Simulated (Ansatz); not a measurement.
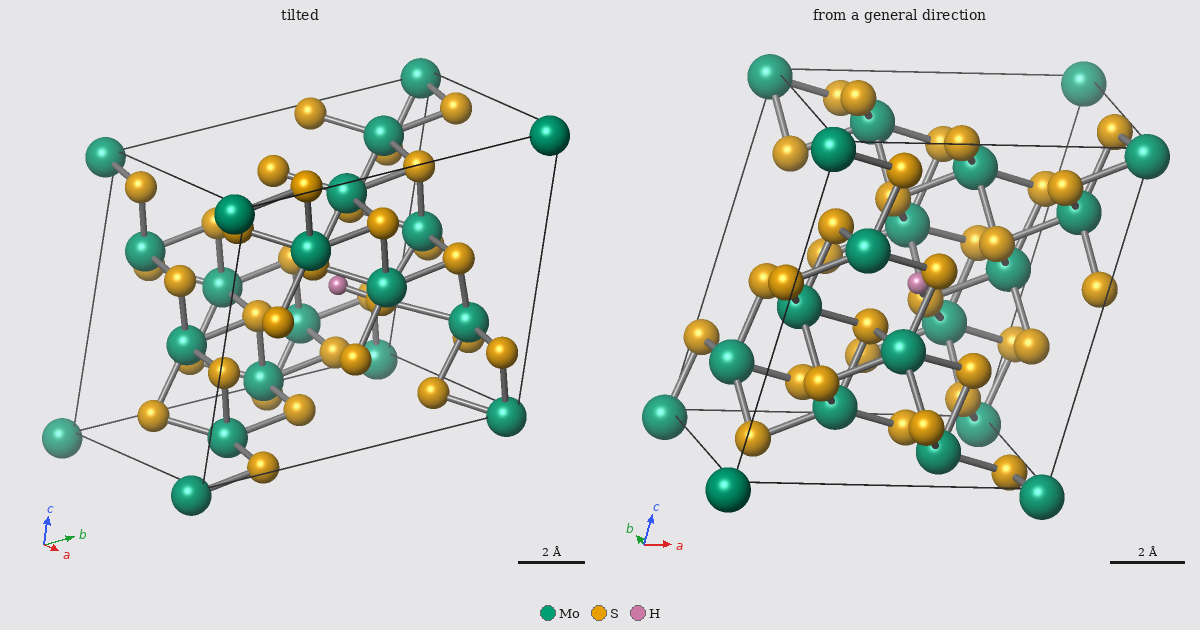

Structure drawing (ball-and-stick), viewed slightly off an axis and from a general direction. The wireframe shows the supercell. The host is MoS₂, in a cell of 39 sites, and the cell carries a charge of -1.

> Spot the defect.

An interstitial hydrogen atom. It is bonded to one S at about 1.4 Å. Not all metal-metal contacts are counted.

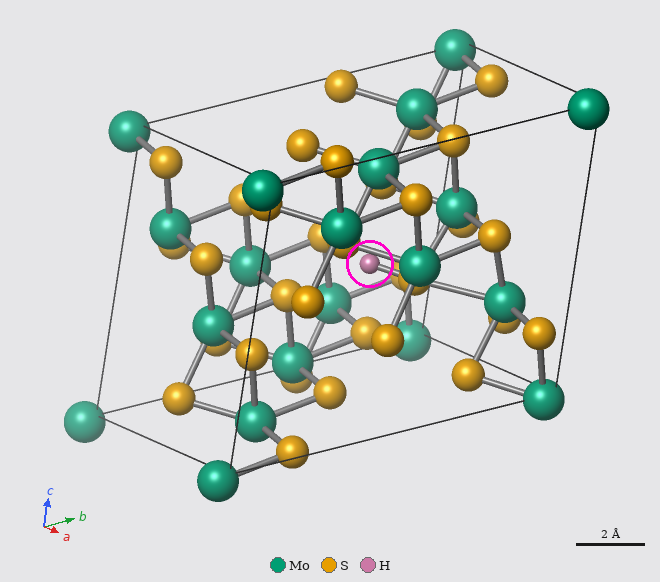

The same cell with a ring at the defect's site.

The atoms were relaxed in the host's cell with DFT PBE, scalar-relativistic, plane waves, PAW in Ansatz.
